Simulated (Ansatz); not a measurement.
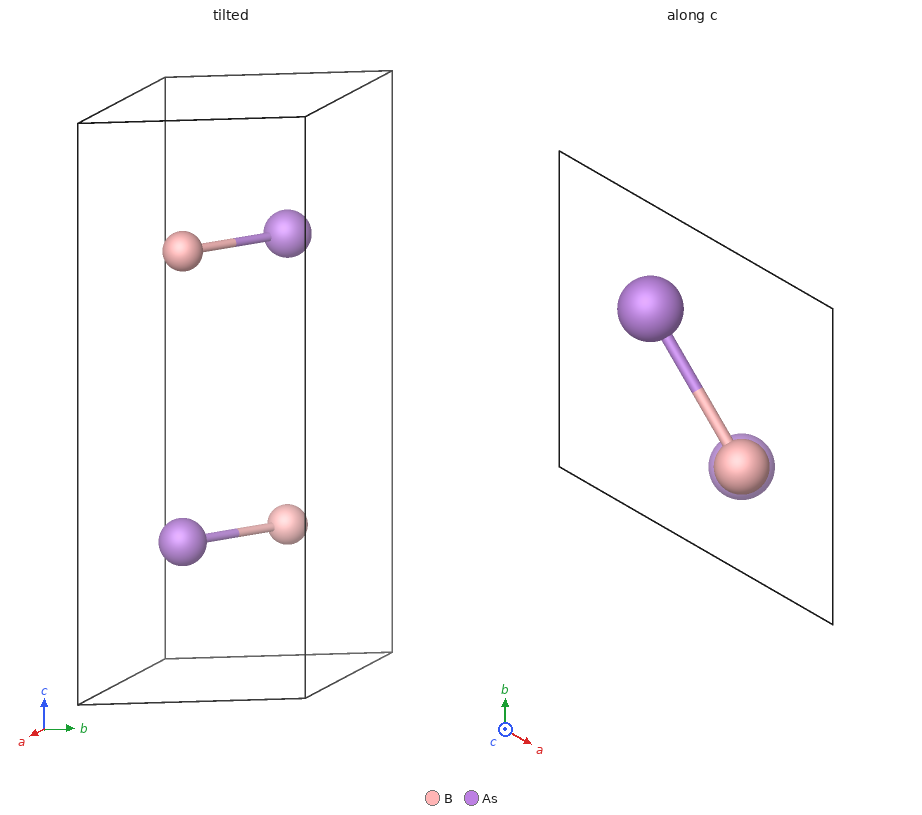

Shown here is a ball-and-stick view of the crystal, taken slightly off an axis and along the c axis. The wireframe shows the conventional unit cell.

BAs, space group P6_3/mmc (No. 194), a = 3.324 Å, b = 3.324 Å, c = 8.637 Å, α = 90.00°, β = 90.00°, γ = 120.00°. Starting structure: a structure type filled with these elements by a generator (whether the compound takes this form wasn't checked). The cell was then strained or its atoms displaced on purpose. A calculation with Ansatz used it as input.

This one geometry was computed with Ansatz (DFT, plane waves, PAW) at three levels of theory: r2SCAN, HSE06 and PBE. It was relaxed with r2SCAN and then strained.

### Which level gives the highest pressure at this volume, and what does that say about its equilibrium volume?

Highest: PBE (5.0 GPa), which points to the largest equilibrium volume. Lowest, with the smallest volume: r2SCAN (3.5 GPa) and HSE06 (3.4 GPa). Levels within 0.5 GPa of each other can't be told apart.

### How does the band gap change with the level of theory?

PBE: a gap of 0.65 eV, indirect; r2SCAN: a gap of 0.87 eV, indirect; HSE06: a gap of 1.03 eV, indirect.

### Collect the results in a table.

| level | cutoff (eV) | k-mesh of the run's cell | gap (eV) | pressure (GPa) |
| --- | --- | --- | --- | --- |
| r2SCAN | 500 | 12×12×4 | 0.87 | 3.5 |
| HSE06 | 420 | 6×6×2 | 1.03 | 3.4 |
| PBE | 420 | 12×12×4 | 0.65 | 5.0 |

Gaps are taken on the k-mesh or band path of each run.
